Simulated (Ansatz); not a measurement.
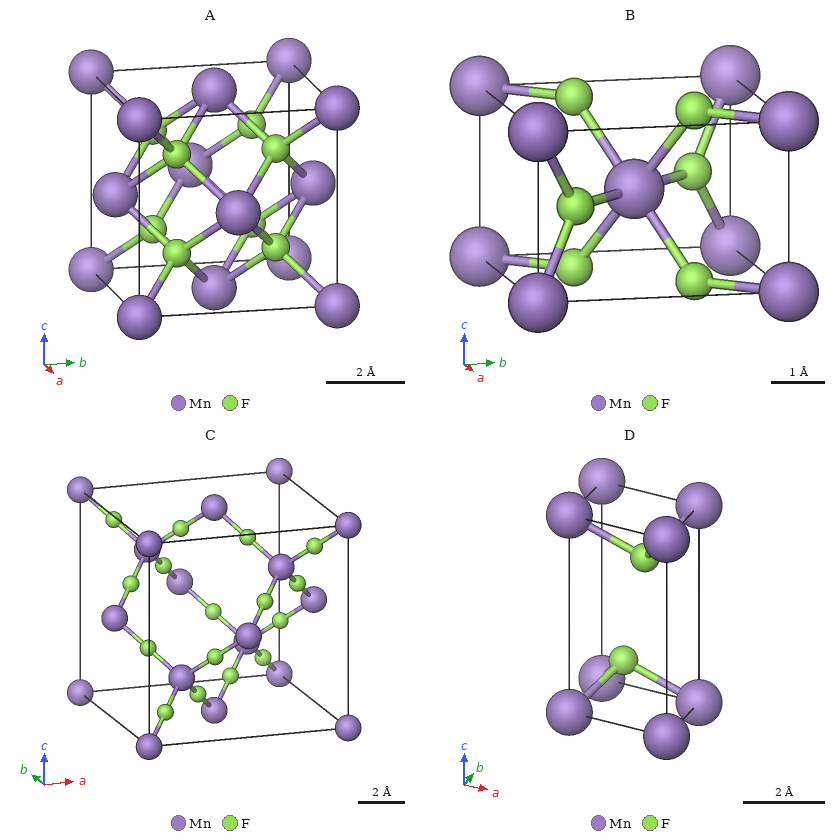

Four structures of MnF$_{2}$, each relaxed to rest (conventional cells in solid outline, small ones repeated, each panel with its own scale). Method: DFT PBE, scalar-relativistic, plane waves, PAW (Ansatz), with collinear spins.

> Name the structure in each panel.

A: fluorite (CaF₂ type), Fm-3m; B: rutile, P4_2/mnm; C: 24 atoms a cell on a face-centred cubic lattice, Fd-3m; D: cadmium iodide (CdI₂, 1T) type, P-3m1.

> Rank them by energy, lowest first.

B, then A (+61 meV/atom), D (+75 meV/atom) and C (+86 meV/atom), energies at zero smearing.

> Collect the results in a table.

| panel | structure | E − E(lowest) (meV/atom) | volume (Å³/atom) | gap (eV) |
| --- | --- | --- | --- | --- |
| B | P4_2/mnm | 0 | 13.6 | 1.19 |
| A | Fm-3m | 61 | 12.0 | 1.92 |
| D | P-3m1 | 75 | 16.3 | 1.87 |
| C | Fd-3m | 86 | 32.1 | 2.85 |

Some of these may be structure types tried for this composition rather than known phases, and the most stable form need not be among them. Gaps are taken on the k-mesh or band path of each run.
